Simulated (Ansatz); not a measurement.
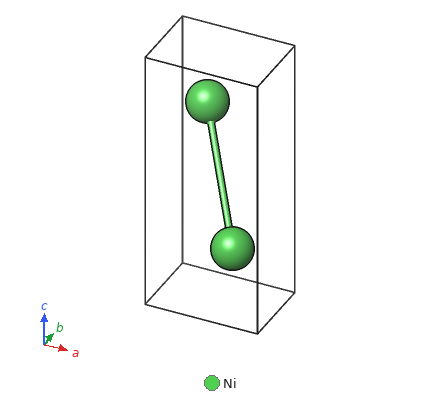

Ni (P6_3/mmc, No. 194): coordinates from a relaxation at fixed volume with Ansatz 0.2.0, DFT PBE, spin-orbit coupling, plane waves, PAW; the starting structure was generated, so it need not be a known form of this composition.

```cif
data_structure
_symmetry_space_group_name_H-M 'P6_3/mmc'
_symmetry_Int_Tables_number 194
_cell_length_a 2.4839
_cell_length_b 2.4839
_cell_length_c 4.0897
_cell_angle_alpha 90.000
_cell_angle_beta 90.000
_cell_angle_gamma 120.000
_cell_volume 21.85
loop_
_atom_site_label
_atom_site_type_symbol
_atom_site_symmetry_multiplicity
_atom_site_Wyckoff_symbol
_atom_site_fract_x
_atom_site_fract_y
_atom_site_fract_z
_atom_site_occupancy
Ni1 Ni 2 d 0.33333 0.66667 0.75000 1
```

Q: What will a dark-field STEM-like image along [201] show? Simulation: incoherent imaging, intensity Z^1.6 per atom, probe width 0.56 Å, thin sample. The probe carries 25 % of its weight in a tail 2.5 times as wide. Shot noise and a slight drift were added.

A: The columns repeat on a centred rectangular net of 1.58 × 4.30 Å (plane group c2mm). All columns are alike (Ni). The shortest distance between visible columns is 1.07 Å in projection. Along the beam the structure repeats every 6.43 Å.

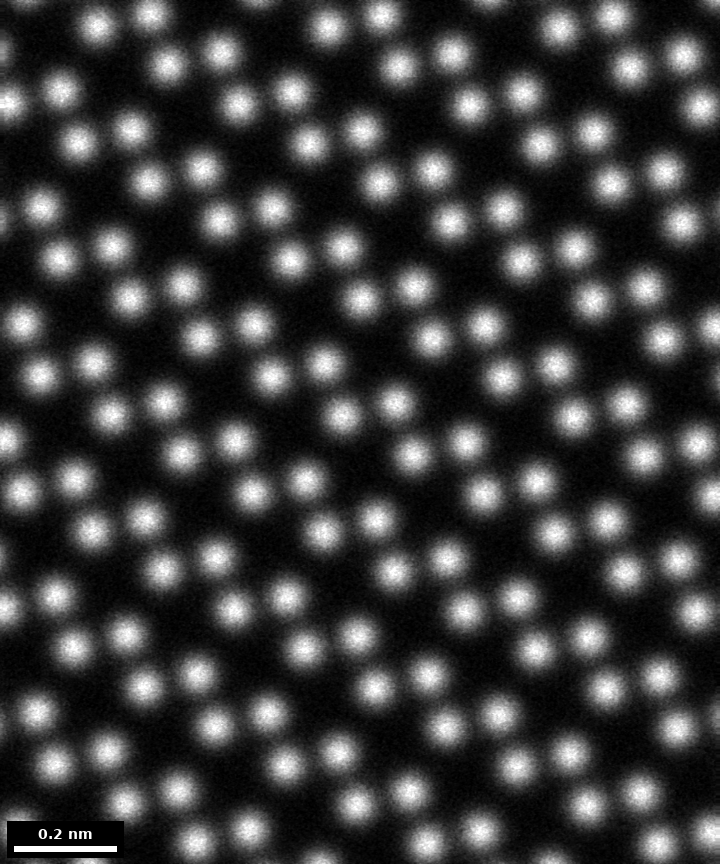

The simulated image.
